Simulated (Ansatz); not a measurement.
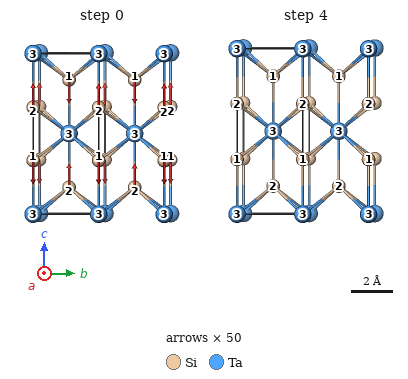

The structure of crystalline TaSi2 (a generated structure, set up in I4/mmm) (coarse preliminary run) before (left) and after (right) a relaxation, at one scale. The red arrows give the displacements (the part carried along by the change of the cell is left out), 50 times their true length.

Style: ball-and-stick. Shown: the conventional cell (2 times the calculation's cell), repeated 1 × 2 × 1 with one cell outlined, from a free direction. Lengths and directions refer to the drawn axes.

Case: W → Ta on all its sites, cell and atoms relaxed.

These are results of Ansatz 0.2.0, DFT PBEsol, scalar-relativistic, plane waves, PAW, not measurements.

Input
```yaml
crystal:
  lattice:
    - [-1.6235379303, 1.6235379303, 3.9622607176]
    - [1.6235379303, -1.6235379303, 3.9622607176]
    - [1.6235379303, 1.6235379303, -3.9622607176]
  atoms:
    - { symbol: Si, position: [0.3344989451, 0.3344989451, 0.0] }
    - { symbol: Si, position: [0.6655010549, 0.6655010549, 0.0] }
    - { symbol: Ta, position: [0.0, 0.0, 0.0] }
basis:
  ecutwfc: 420
kpoints:
  mp_grid: { grid: [8, 8, 8] }
hamiltonian:
  xc: pbesol
scf:
  occupations: { method: gaussian, width: 0.1 }
output:
  forces: true
  stress: true
  eigenvalues: true
relax:
  adjacent_minimum: "off"
  f_tol: 0.05
  max_steps: 60
  cell: { stress_tol: 0.5 }
```

Launched with:
```bash
ansatz run input.yaml --threads 1 --pin off --max-ram 2560MiB --backend cpu --events-out ev --progress --plain --runs-dir out
```

Summarise the run.

Answer. Over 3 accepted moves (4 points after the start) the energy falls by 21.2 meV per atom. Largest force component: 0.33 eV/Å at the start, 0.022 eV/Å at the end. The pressure goes from 8.03 to −0.17 GPa. The SCF was repeated once at an unchanged geometry on a basis and grid sized afresh for the cell, which shifted the energy by 0.2 meV per atom at most. The largest moves relative to the cell, 0.024 Å, are those of Si1 and Si2. Si2 goes along +c. Ta stays in place. The volume changes by +3.5 %, with a = b 3.247 → 3.255 Å (+0.2 %), c 7.925 → 8.162 Å (+3.0 %). Some distances before and after: Si1–Ta3 2.651 → 2.706 Å, Si1–Ta3 (another image) 2.644 → 2.681 Å, Ta3–Ta3 3.247 → 3.255 Å. Bond angles that change, for instance: Ta3–Si2–Ta3 120.5° → 118.3°. The space group stays I4/mmm (No. 139). Cost: 11 s on 1 thread of Oxide Virtual Turin-like Processor (Zen 5), with other jobs on the host, peak memory 0.41 GiB.
